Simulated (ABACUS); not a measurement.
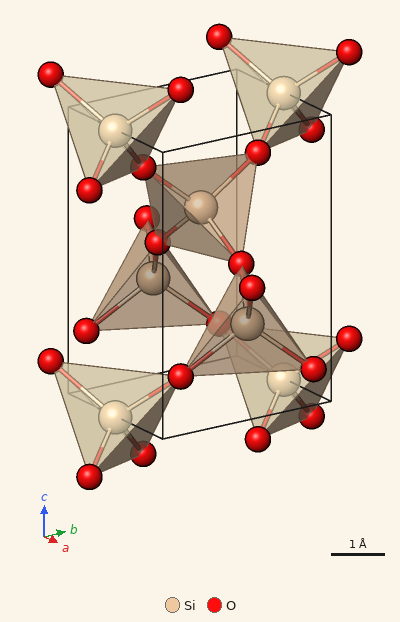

**Figure 1.** The structure (polyhedral view of the cell of the calculation, seen slightly off an axis; polyhedra are completed across the faces of the cell). An atom can appear more than once, as a periodic image.

Run report: SiO$_{2}$, single-point calculation (part 1 of 2)

System: SiO$_{2}$ (P1, 9 atoms in the cell).
Method: Kohn-Sham DFT of a periodic cell, PBE, PseudoDojo NC SR 0.4.1 PBE standard, no spin polarisation (ABACUS 3.10.1).

The structure derives from a Materials Project entry. It belongs to a series of runs on one base structure; here: atoms moved at random by about 0.05 A.

Input:
```
INPUT_PARAMETERS
suffix              SiO2
calculation         scf
basis_type          pw
pseudo_dir          ./
symmetry            1
dft_functional      pbe
ecutwfc             84
pseudo_rcut         7
nspin               1
nbands              29
ks_solver           dav
smearing_method     fd
smearing_sigma      0.00367493
scf_thr             1e-08
scf_nmax            100
mixing_type         broyden
mixing_beta         0.7
cal_force           1
cal_stress          1
out_chg             1
out_pot             2
out_elf             1
```

File STRU:
```
ATOMIC_SPECIES
Si 28.0850 Si.upf
O 15.9990 O.upf

LATTICE_CONSTANT
1.8897261246

LATTICE_VECTORS
5.0605222284 0.0000000000 0.0000000000
-2.5302611142 4.3825408062 0.0000000000
0.0000000000 0.0000000000 5.5413533100

ATOMIC_POSITIONS
Direct

Si
0.0
3
0.5028780000 -0.0032540000 -0.0027860000 1 1 1
0.5082360000 0.5028030000 0.6639440000 1 1 1
0.0032410000 0.5017660000 0.3364180000 1 1 1

O
0.0
6
0.2075460000 0.7795540000 0.1745310000 1 1 1
0.2068240000 0.4150730000 0.5055590000 1 1 1
0.4173000000 0.2110010000 0.8277000000 1 1 1
0.8026010000 0.2179900000 0.1582390000 1 1 1
0.7779570000 0.5910150000 0.4979760000 1 1 1
0.5876150000 0.7965730000 0.8289420000 1 1 1
```

File KPT:
```
K_POINTS
0
Gamma
6 6 5 0 0 0
```

Launch command:
```bash
OMP_NUM_THREADS=1 mpirun -np 4 abacus > log
```

The program's output:
```
ABACUS v3.10.1

               Atomic-orbital Based Ab-initio Computation at UStc

 ------------------------------------------------------------------------------------

 READING GENERAL INFORMATION
                           global_out_dir = OUT.SiO2/
                           global_in_card = INPUT
                               pseudo_dir = ./
                              orbital_dir =
                                    DSIZE = 4
                                    GSIZE = 1

 READING UNITCELL INFORMATION
                                    ntype = 2
                  lattice constant (Bohr) = 1.88973
              lattice constant (Angstrom) = 1

 READING ATOM TYPE 1
                               atom label = Si
                      L=0, number of zeta = 1
                      L=1, number of zeta = 1
                      L=2, number of zeta = 1
             number of atom for this type = 3

 READING ATOM TYPE 2
                               atom label = O
                      L=0, number of zeta = 1
                      L=1, number of zeta = 1
                      L=2, number of zeta = 1
             number of atom for this type = 6

                        TOTAL ATOM NUMBER = 9
DIRECT COORDINATES
    atom                   x                   y                   z     mag                  vx                  vy                  vz
taud_Si1            0.5028780000        0.9967460000        0.9972140000  0.0000        0.0000000000        0.0000000000        0.0000000000
taud_Si2            0.5082360000        0.5028030000        0.6639440000  0.0000        0.0000000000        0.0000000000        0.0000000000
taud_Si3            0.0032410000        0.5017660000        0.3364180000  0.0000        0.0000000000        0.0000000000        0.0000000000
taud_O1            0.2075460000        0.7795540000        0.1745310000  0.0000        0.0000000000        0.0000000000        0.0000000000
taud_O2            0.2068240000        0.4150730000        0.5055590000  0.0000        0.0000000000        0.0000000000        0.0000000000
taud_O3            0.4173000000        0.2110010000        0.8277000000  0.0000        0.0000000000        0.0000000000        0.0000000000
taud_O4            0.8026010000        0.2179900000        0.1582390000  0.0000        0.0000000000        0.0000000000        0.0000000000
taud_O5            0.7779570000        0.5910150000        0.4979760000  0.0000        0.0000000000        0.0000000000        0.0000000000
taud_O6            0.5876150000        0.7965730000        0.8289420000  0.0000        0.0000000000        0.0000000000        0.0000000000

                          Volume (Bohr^3) = 829.342
                             Volume (A^3) = 122.896

 Lattice vectors: (Cartesian coordinate: in unit of a_0)
             +5.06052                  +0                  +0
             -2.53026            +4.38254                  +0
                   +0                  +0            +5.54135
 Reciprocal vectors: (Cartesian coordinate: in unit of 2 pi/a_0)
            +0.197608           +0.114089                  -0
                   -0           +0.228178                  -0
                   +0                  -0           +0.180461
 The esolver type has been set to : ksdft_pw

                PAO radial cut off (Bohr) = 7

 Read in pseudopotential file is Si.upf
                     pseudopotential type = NC
          exchange-correlation functional = PBE
                 nonlocal core correction = 1
                        valence electrons = 4
                                     lmax = 2
                           number of zeta = 2
                     number of projectors = 6
                           L of projector = 0
                           L of projector = 0
                           L of projector = 1
                           L of projector = 1
                           L of projector = 2
                           L of projector = 2
                PAO radial cut off (Bohr) = 7

 Read in pseudopotential file is O.upf
                     pseudopotential type = NC
          exchange-correlation functional = PBE
                 nonlocal core correction = 1
                        valence electrons = 6
                                     lmax = 2
                           number of zeta = 2
                     number of projectors = 5
                           L of projector = 0
                           L of projector = 0
                           L of projector = 1
                           L of projector = 1
                           L of projector = 2
     initial pseudo atomic orbital number = 36

 SETUP THE ELECTRONS NUMBER
            electron number of element Si = 4
      total electron number of element Si = 12
             electron number of element O = 6
       total electron number of element O = 36
            AUTOSET number of electrons:  = 48
                           occupied bands = 24
                                   NBANDS = 29
                                   NLOCAL = 81

 SETUP THE PLANE WAVE BASIS
 energy cutoff for charge/potential (unit:Ry) = 336
            fft grid for charge/potential = [ 60, 60, 64 ]
                        fft grid division = [ 1, 1, 1 ]
        big fft grid for charge/potential = [ 60, 60, 64 ]
                                     nbxx = 57600
                                     nrxx = 57600

 SETUP PLANE WAVES FOR CHARGE/POTENTIAL
                    number of plane waves = 86335
                         number of sticks = 2107

 PARALLEL PW FOR CHARGE/POTENTIAL
     PROC   COLUMNS(POT)             PW
        1            527          21585
        2            527          21585
        3            526          21580
        4            527          21585
 --------------- sum -------------------
        4           2107          86335
                            number of |g| = 3473
                                  max |g| = 30.3897
                                  min |g| = 0.0520653

----------- Double Check Mixing Parameters Begin ------------
mixing_type: broyden
mixing_beta: 0.7
mixing_gg0: 1
mixing_gg0_min: 0.1
mixing_ndim: 8
----------- Double Check Mixing Parameters End ------------

 LATTICE VECTORS: (CARTESIAN COORDINATE: IN UNIT OF A0)
             +5.06052                  +0                  +0
             -2.53026            +4.38254                  +0
                   +0                  +0            +5.54135
                       right hand lattice = 1
                                   NORM_A = 5.06052
                                   NORM_B = 5.06052
                                   NORM_C = 5.54135
                           ALPHA (DEGREE) = 90
                           BETA  (DEGREE) = 90
                           GAMMA (DEGREE) = 120

 The lattice vectors have been changed (STRU_SIMPLE.cif)

(for optimal symmetric configuration:)
                             BRAVAIS TYPE = 4
                     BRAVAIS LATTICE NAME = 04. Hexagonal cell
                                    ibrav = 4
                                    IBRAV = 4
                                  BRAVAIS = HEXAGONAL CELL
                       LATTICE CONSTANT A = 5.06052
                                C/A RATIO = 1.09502
Original cell was already a primitive cell.
                        ROTATION MATRICES = 24
              PURE POINT GROUP OPERATIONS = 1
                   SPACE GROUP OPERATIONS = 1
                              POINT GROUP = C_1
               POINT GROUP IN SPACE GROUP = C_1

 SETUP K-POINTS
                                    nspin = 1
                   Input type of k points = Monkhorst-Pack(Gamma)
                                   nkstot = 180
                       right hand lattice = 1
(for reciprocal lattice: )
                             BRAVAIS TYPE = 4
                     BRAVAIS LATTICE NAME = 04. Hexagonal cell
                                    ibrav = 4
                       right hand lattice = 1
(for k-lattice: )
                             BRAVAIS TYPE = 4
                     BRAVAIS LATTICE NAME = 04. Hexagonal cell
                                    ibrav = 4
                       right hand lattice = 1
                        ROTATION MATRICES = 24
                               nkstot_ibz = 92
K-POINTS REDUCTION ACCORDING TO SYMMETRY
     IBZ    DIRECT_X    DIRECT_Y    DIRECT_Z  WEIGHT  ibz2bz
       1  0.00000000  0.00000000  0.00000000  0.0056       0
       2  0.16666667  0.00000000  0.00000000  0.0111       1
       3  0.33333333  0.00000000  0.00000000  0.0111       2
       4  0.50000000  0.00000000  0.00000000  0.0056       3
       5  0.00000000  0.16666667  0.00000000  0.0111       6
       6  0.16666667  0.16666667  0.00000000  0.0111       7
       7  0.33333333  0.16666667  0.00000000  0.0111       8
       8  0.50000000  0.16666667  0.00000000  0.0111       9
       9  0.33333333 -0.16666667  0.00000000  0.0111      10
      10 -0.16666667  0.16666667  0.00000000  0.0111      11
      11  0.00000000  0.33333333  0.00000000  0.0111      12
      12  0.16666667  0.33333333  0.00000000  0.0111      13
      13  0.33333333  0.33333333  0.00000000  0.0111      14
      14  0.50000000  0.33333333  0.00000000  0.0111      15
      15 -0.33333333  0.33333333  0.00000000  0.0111      16
      16 -0.16666667  0.33333333  0.00000000  0.0111      17
      17  0.00000000  0.50000000  0.00000000  0.0056      18
      18  0.16666667  0.50000000  0.00000000  0.0111      19
      19  0.33333333  0.50000000  0.00000000  0.0111      20
      20  0.50000000  0.50000000  0.00000000  0.0056      21
      21  0.00000000  0.00000000  0.20000000  0.0111      36
      22  0.16666667  0.00000000  0.20000000  0.0111      37
      23  0.33333333  0.00000000  0.20000000  0.0111      38
      24  0.50000000  0.00000000  0.20000000  0.0111      39
      25  0.33333333  0.00000000 -0.20000000  0.0111      40
      26 -0.16666667  0.00000000  0.20000000  0.0111      41
      27  0.00000000  0.16666667  0.20000000  0.0111      42
      28  0.16666667  0.16666667  0.20000000  0.0111      43
      29  0.33333333  0.16666667  0.20000000  0.0111      44
      30  0.50000000  0.16666667  0.20000000  0.0111      45
[... 62 further k points ...]

                               nkstot now = 92
[... K-POINTS DIRECT COORDINATES: 92 rows ...]

           k-point number in this process = 92
       minimum distributed K point number = 92
[... stars of the k points ...]

[... K-POINTS CARTESIAN COORDINATES: 92 rows ...]

[... K-POINTS DIRECT COORDINATES: 92 rows ...]

 SETUP PLANE WAVES FOR WAVE FUNCTIONS
     energy cutoff for wavefunc (unit:Ry) = 84
              fft grid for wave functions = [ 60, 60, 64 ]
                    number of plane waves = 13413
                         number of sticks = 613

 PARALLEL PW FOR WAVE FUNCTIONS
     PROC   COLUMNS(POT)             PW
        1            152           3354
        2            151           3353
        3            153           3353
        4            157           3353
 --------------- sum -------------------
        4            613          13413

 SETUP NONLOCAL PSEUDOPOTENTIALS IN PLANE WAVE BASIS
 Si non-local projectors:
 projector 1 L=0
 projector 2 L=0
 projector 3 L=1
 projector 4 L=1
 projector 5 L=2
 projector 6 L=2
 O non-local projectors:
 projector 1 L=0
 projector 2 L=0
 projector 3 L=1
 projector 4 L=1
 projector 5 L=2
      TOTAL NUMBER OF NONLOCAL PROJECTORS = 132

 Init Non-Local PseudoPotential table :
 Init Non-Local-Pseudopotential done.

                                     npwx = 2711

 Make real space PAO into reciprocal space.
       max mesh points in Pseudopotential = 701
     dq(describe PAO in reciprocal space) = 0.01
                                    max q = 1104

 number of pseudo atomic orbitals for Si is 2
WARNING: norm of atomic wavefunction # 1 of atomic type Si is 0.999875, renormalized
WARNING: norm of atomic wavefunction # 2 of atomic type Si is 0.996128, renormalized

 number of pseudo atomic orbitals for O is 2
WARNING: norm of atomic wavefunction # 2 of atomic type O is 0.999977, renormalized

 -------------------------------------------
 SELF-CONSISTENT
 -------------------------------------------
                                 init_chg = atomic

 PW ALGORITHM --------------- ION=   1  ELEC=   1--------------------------------

 Density error is 2.27625412896
                          Error Threshold = 0.01
----------------------------------------------------------
     Energy           Rydberg                 eV
----------------------------------------------------------
 E_KohnSham     -223.8943137657      -3046.2384170137
 E_Harris       -206.6038509194      -2810.9896012459
 E_Fermi        0.2384332036         3.2440501609
----------------------------------------------------------

 PW ALGORITHM --------------- ION=   1  ELEC=   2--------------------------------

 Density error is 0.766598135212
                          Error Threshold = 0.00474219610201
----------------------------------------------------------
     Energy           Rydberg                 eV
----------------------------------------------------------
 E_KohnSham     -224.5216300206      -3054.7734925281
 E_Harris       -233.9254335745      -3182.7188037334
 E_Fermi        0.3648399838         4.9639026385
----------------------------------------------------------

 PW ALGORITHM --------------- ION=   1  ELEC=   3--------------------------------

 Density error is 0.0126350559849
                          Error Threshold = 0.00159707944836
----------------------------------------------------------
     Energy           Rydberg                 eV
----------------------------------------------------------
 E_KohnSham     -224.6823572283      -3056.9602983770
 E_Harris       -223.6765654581      -3043.2757993002
 E_Fermi        0.3261394458         4.4373548056
----------------------------------------------------------

 PW ALGORITHM --------------- ION=   1  ELEC=   4--------------------------------

 Density error is 0.00116042201073
                          Error Threshold = 2.63230333018e-05
```
